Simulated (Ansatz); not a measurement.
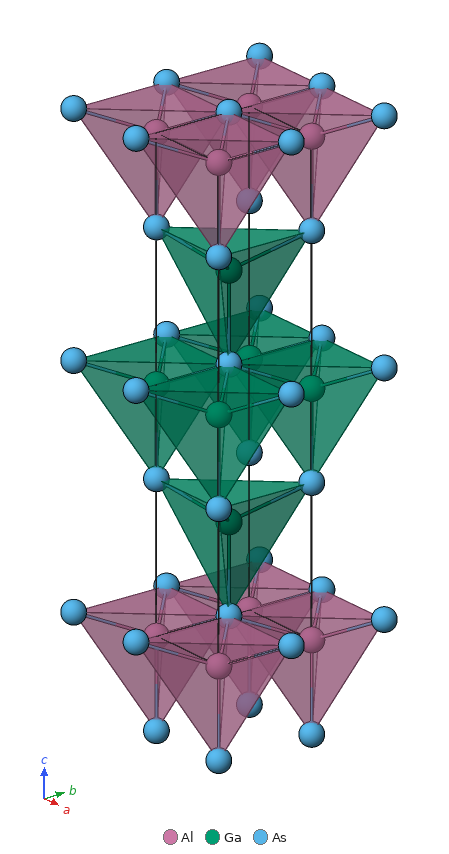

Crystal structure, polyhedral style, seen slightly off an axis. The lines enclose the conventional unit cell; boundary atoms appear with their images. Some atoms of the next cells are drawn as well.

AlGa3As4, space group P3m1 (No. 156), a = 3.99 Å, b = 3.99 Å, c = 13.15 Å, α = 90.00°, β = 90.00°, γ = 120.00°.

Electronic-structure method: DFT PBEsol, scalar-relativistic, plane waves, PAW (Ansatz 0.2.0). Parameters: E_cut = 420 eV, k-grid 12×12×4, Gaussian smearing of 0.02 eV, no spin polarisation.

**Metal or not?**

A semiconductor at this level, with a gap of 0.59 eV.

**Give the pressure and its sign.**

The computed pressure is 0.0 GPa, close to zero.

Provenance: a structure listed in the Materials Project, with elements exchanged, so it need not be a known form of the compound. Earlier steps of the study, as a rule a relaxation of our own, may have changed the cell and positions, so they can lie some per cent off the listed ones. It went into a calculation with Ansatz.
